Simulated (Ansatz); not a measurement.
# Geometry relaxation, with input and output: Pt (part 2 of 3)

The same run, continued: Pt (slab, 16 atoms in the cell); DFT PBE+D3(BJ), scalar-relativistic, plane waves, PAW, no spin polarisation (Ansatz 0.2.0); cutoff 420 eV, 6×6×1 k-mesh, Gaussian smearing of 0.1 eV. The structure derives from an entry of the Crystallography Open Database. The input holds or restrains some coordinates. Forces given for the steps count only the free coordinates.

Geometry of the input (Å; fractional positions):
```
5.5559  0.0000  0.0000
-2.7779  4.8115  0.0000
0.0000  0.0000  23.8045
Pt 0.3333  0.1667  0.3571
Pt 0.3333  0.6667  0.3571
Pt 0.8333  0.1667  0.3571
Pt 0.8333  0.6667  0.3571
Pt 0.6667  0.3333  0.4524
Pt 0.6667  0.8333  0.4524
Pt 0.1667  0.3333  0.4524
Pt 0.1667  0.8333  0.4524
Pt -0.0000  0.5000  0.5476
Pt 0.0000  0.0000  0.5476
Pt 0.5000  0.5000  0.5476
Pt 0.5000  0.0000  0.5476
Pt 0.3333  0.6667  0.6429
Pt 0.3333  0.1667  0.6429
Pt 0.8333  0.6667  0.6429
Pt 0.8333  0.1667  0.6429
```

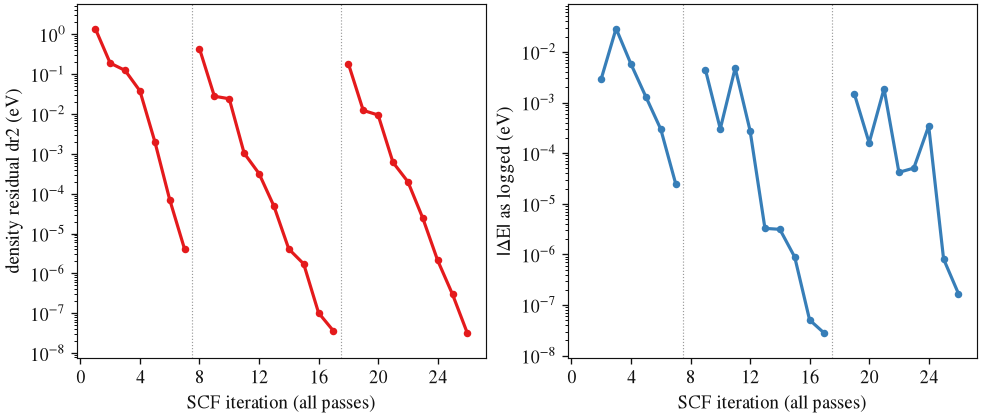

Figure 1. Convergence of the self-consistent field: density residual dr2 and size of the energy change against the SCF iteration. The dotted lines part the SCF passes of the relaxation: geometry steps, rejected trials and re-solves on a re-selected basis. The passes take 7, 10 and 9 iterations.

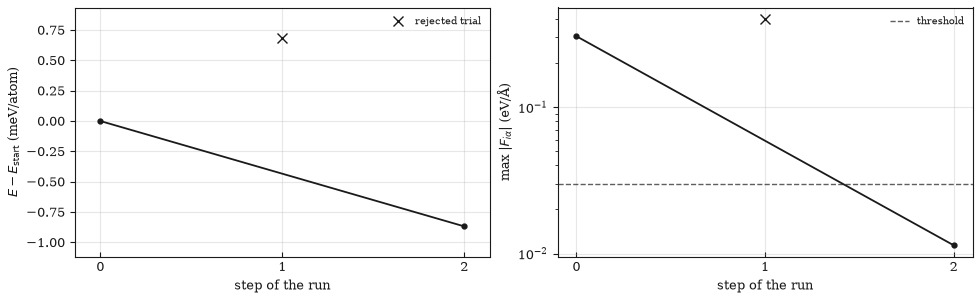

Figure 2. Progress of the restrained relaxation, step by step (the first geometry is step 0 here and step 1 in the log).

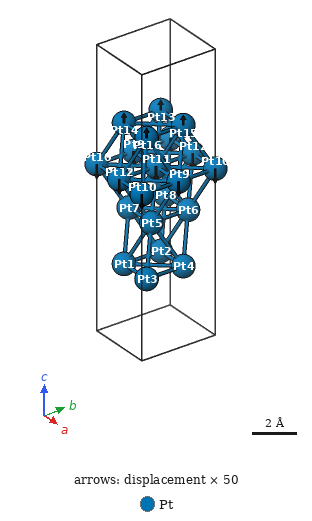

Figure 3. The starting structure with the displacements as black arrows, magnified 50 times (ball-and-stick view of the cell of the calculation, with the vacuum cut short, seen slightly off an axis). The largest moves, 0.015 Å, are those of Pt9, Pt10, Pt11 and Pt12. The cell doesn't change. Among the contacts that change: Pt10–Pt14 2.778 → 2.799 Å, Pt5–Pt11 2.778 → 2.765 Å. The energy falls by 0.9 meV per atom in 2 geometry steps. Largest force component: 0.31 eV/Å at the start, 0.011 eV/Å at the end. The line search rejected the trial step at point 1 (counted from 0) and went back. (Atoms are counted from 1 in the order of the input.)

```
WARN: The output density's exchange-correlation potential varies sharply where the density is thin. Do not read a vacuum level from v_tot or v_xc, or from such a field of the output density. On a cell that repeats whose density bears no net charge and no dipole along the vacuum's axis use v_es (v_loc + v_h of the components); under efield.dipole_correction with no amplitude use v_es + v_field, which holds any external_charges[].barrier, or the levels of the report's work_function block, which leave it out; under a non-zero efield.amplitude the vacuum is tilted and has no level; on a cell that repeats and bears such a dipole with no correction it is tilted too, and efield.dipole_correction with no amplitude gives each side of its ramp a level where efield: is served; in a cell that repeats whose density bears a net charge (total_charge, or a fill off its count) it is curved and has none; of a slab under crystal.periodic whose density bears no net charge use v_es, which has a level on each side, short of where the two are joined; of another it falls or rises all the way out and has none; of a slab beside external_charges read slab_vacuum_level instead, which it has where they leave it neutral. The grid or the basis barely resolves most such structure, and the values can differ between equally converged runs; as a rule a tighter scf.convergence.dr2_threshold does not remove it. Where the density itself ripples (under the LDA too) a higher basis.ecutwfc lessens it. The files hold the spikes' plane waves up to the density's cutoff. Files: v_tot_of_output_density and the like, and their columns of v_z.tsv (output.write_potential); v_xc_of_output_density and the like, and their columns of v_comp_z.tsv (output.write_potential_components). Measured: with its Gaussian average of σ = 0.25 Å subtracted twice, the exchange-correlation potential is over 0.1 eV at 4 of the grid points where the equally averaged density (valence and model cores) is under 1e-3 e/Å³, and 0.105 eV at the most among them, at an averaged density of 5.3e-9 e/Å³. The input density's (outcome.potential() and, of a run that writes arrays, v_tot and v_xc) is over 0.1 eV, so measured, at 36 points of its own thin density, 0.103 eV at the most. See output.write_potential in the manual, Limitations
SCF converged after 9 iterations
Free energy (F): -200372.805904 eV
Harris-Foulkes:  -200372.805904 eV  (|F-HF|=4.43e-8)
Internal energy: -200372.689548 eV  (E = F + TS)
E sigma→0 (E₀):  -200372.747726 eV
Entropy (-TS):   -0.116356 eV (-7.272 meV/atom)
Fermi energy:    5.285317 eV
Dipole field:    D = -0.000434 V/Å  (p = -0.001528 e·Å, saw-weighted, corrected)
Work function:   Φ+ = 5.7032 eV   Φ− = 5.6928 eV
Levels:          The Fermi level and band energies are counted from a zero that moves with the ramp; work functions are not
--- Per-component energies (eV) ---
  E_band       = -7171.570765
  E_kinetic    = 10189.479059
  E_local      = -461125.603453  (includes V_loc(G=0)·N_el)
  E_nonlocal   = 3200.155909
  E_hartree    = 225007.111972
  E_xc         = -4179.745467
  E_vxc        = -4833.068851  (∫ρ·V_xc dr)
  E_paw        = -151264.310291  (= ΣΔE_a)
  E_vpaw       = -4616.778377  (= ΣTr[D̂ρ^β])
  E_aug_tail   = 0.003226  (compensation charges beyond the density's cutoff)
  E_efield     = 0.000000  (sawtooth field / dipole correction)
  E_vefield    = -0.000148  (∫n·V_field dr)
  E_ewald      = 177809.435022
  E_disp       = -9.215525  (pairwise vdW)
  E_smearing   = -0.116356  (= −TS)
  E_closure    = -0.000000  (closes the sum)
  Σ components = -200372.805904   (vs F -200372.805904, Δ=0.00e0)
--- Forces (eV/Å), atoms counted from 1 ---
  atom   1  Pt    -0.00000000    -0.00000000    -0.19037987
  atom   2  Pt    -0.00000000    -0.00000000    -0.19037987
  atom   3  Pt    -0.00000000    -0.00000000    -0.19037987
  atom   4  Pt    -0.00000000    -0.00000000    -0.19037987
  atom   5  Pt     0.00000000    -0.00000000     0.18636784
  atom   6  Pt     0.00000000    -0.00000000     0.18636784
  atom   7  Pt     0.00000000    -0.00000000     0.18636784
  atom   8  Pt     0.00000000    -0.00000000     0.18636784
  atom   9  Pt    -0.00000000     0.00000000    -0.00736578
  atom  10  Pt    -0.00000000     0.00000000    -0.00736578
  atom  11  Pt    -0.00000000     0.00000000    -0.00736578
  atom  12  Pt     0.00000000     0.00000000    -0.00736578
  atom  13  Pt     0.00000000     0.00000000     0.01139316
  atom  14  Pt     0.00000000     0.00000000     0.01139316
  atom  15  Pt     0.00000000     0.00000000     0.01139316
  atom  16  Pt     0.00000000     0.00000000     0.01139316
  max |Σ_I F_I| component: 6.14e-5 eV/Å
--- Band table (eV; the first three rows and the last of 7) ---
  k-point 0: bands = ["-93.2003", "-93.1756", "-93.1754", "-93.1754", "-93.1754", "-93.1570", "-93.1570", "-93.1570", "-92.7021", "-92.6805", "-92.6805", "-92.6805", "-92.6687", "-92.6471", "-92.6471", "-92.6471", "-47.6268", "-47.6268", "-47.6268", "-47.5991", "-47.5991", "-47.5991", "-47.5723", "-47.4219", "-47.4219", "-47.4219", "-47.3530", "-47.3530", "-47.3530", "-47.3524", "-47.3524", "-47.3524", "-47.3335", "-47.2939", "-47.2939", "-47.2939", "-47.2543", "-47.2543", "-47.2150", "-47.2150",
      "-47.1764", "-47.1764", "-47.1764", "-47.1475", "-47.1475", "-47.1475", "-46.9298", "-46.9298", "-46.9298", "-46.8981", "-46.8981", "-46.8981", "-46.8433", "-46.8433", "-46.8115", "-46.8115", "-46.7052", "-46.6728", "-46.6728", "-46.6728", "-46.6668", "-46.6330", "-46.6330", "-46.6330", "-4.3000", "-2.9303", "-1.8025", "-1.7525", "-1.5330", "-1.5330", "-1.5330", "-1.3886", "-1.3886", "-1.3886", "-0.9309", "-0.9309", "-0.9309", "-0.6162", "-0.6162", "-0.6162",
      "-0.5032", "-0.5032", "-0.5032", "0.2886", "0.2886", "0.2886", "1.3133", "1.3133", "1.3133", "1.4276", "1.4276", "1.4276", "1.4762", "1.6258", "1.6258", "1.6409", "1.7373", "1.7373", "1.8971", "1.8971", "1.8971", "2.1959", "2.1959", "2.3074", "2.3074", "2.5155", "2.5764", "2.5764", "2.5764", "3.0796", "3.0796", "3.0796", "3.1800", "3.1800", "3.1800", "3.7073", "3.7073", "4.0743", "4.0743", "4.3454",
      "4.3454", "4.3454", "4.5411", "4.5411", "4.5411", "4.8120", "4.8120", "4.8874", "5.0792", "5.0792", "5.0792", "5.1705", "5.1705", "5.1705", "5.2841", "5.2841", "5.3823", "5.3823", "5.3823", "5.5711", "5.5711", "5.5711", "5.8697", "5.8697", "5.8697", "5.9095", "5.9101", "5.9101", "5.9101", "6.2397", "6.2397", "6.2397", "7.7039", "7.7039", "7.7039", "8.0265", "8.0265", "8.0265", "8.3718", "8.3718",
      "8.3718", "10.7579", "10.7657", "11.3005", "11.3005", "11.3005", "11.4110", "11.4110", "11.4110", "11.7969", "11.8925", "11.8925", "11.8925"]
  k-point 1: bands = ["-93.1986", "-93.1771", "-93.1754", "-93.1754", "-93.1743", "-93.1582", "-93.1570", "-93.1570", "-92.7007", "-92.6820", "-92.6805", "-92.6805", "-92.6673", "-92.6485", "-92.6471", "-92.6471", "-47.6139", "-47.6139", "-47.6039", "-47.5872", "-47.5872", "-47.5797", "-47.5660", "-47.4286", "-47.4217", "-47.4217", "-47.3750", "-47.3750", "-47.3465", "-47.3446", "-47.3410", "-47.3410", "-47.3395", "-47.3072", "-47.3072", "-47.2885", "-47.2724", "-47.2611", "-47.2390", "-47.2202",
      "-47.1652", "-47.1652", "-47.1561", "-47.1360", "-47.1360", "-47.1265", "-46.9426", "-46.9426", "-46.9240", "-46.9110", "-46.9110", "-46.8923", "-46.8668", "-46.8492", "-46.8351", "-46.8173", "-46.7028", "-46.6748", "-46.6727", "-46.6727", "-46.6644", "-46.6352", "-46.6329", "-46.6329", "-4.0572", "-2.6919", "-1.5618", "-1.5447", "-1.5219", "-1.3643", "-1.3643", "-1.3065", "-1.2078", "-1.2078", "-0.8186", "-0.8048", "-0.8048", "-0.6046", "-0.4360", "-0.4360",
      "-0.3967", "-0.2896", "-0.2896", "0.3576", "0.3576", "0.3688", "1.1803", "1.1803", "1.2993", "1.3180", "1.3953", "1.4942", "1.5245", "1.5245", "1.5674", "1.8053", "1.8746", "1.9092", "1.9316", "1.9316", "1.9554", "2.0627", "2.1504", "2.3201", "2.3566", "2.3748", "2.3748", "2.4160", "2.4785", "2.6556", "2.6556", "2.9837", "3.1084", "3.3140", "3.3140", "3.5643", "3.5903", "3.9527", "4.0962", "4.1022",
      "4.1022", "4.2242", "4.2368", "4.2399", "4.2399", "4.3131", "4.4578", "4.4578", "4.6458", "4.6747", "4.8062", "4.9342", "4.9342", "5.0435", "5.0862", "5.0862", "5.1172", "5.1717", "5.1788", "5.1788", "5.2961", "5.3816", "5.4148", "5.4148", "5.5669", "5.6378", "5.6378", "5.6510", "5.8188", "5.9571", "6.8945", "6.8945", "7.0208", "7.0930", "7.5916", "7.5916", "8.2936", "8.2936", "9.5226", "9.5943",
      "9.5943", "10.9119", "10.9526", "11.2456", "11.2456", "11.4112", "11.5574", "11.5574", "11.9831", "12.2187", "12.3385", "12.3385", "12.6083"]
```
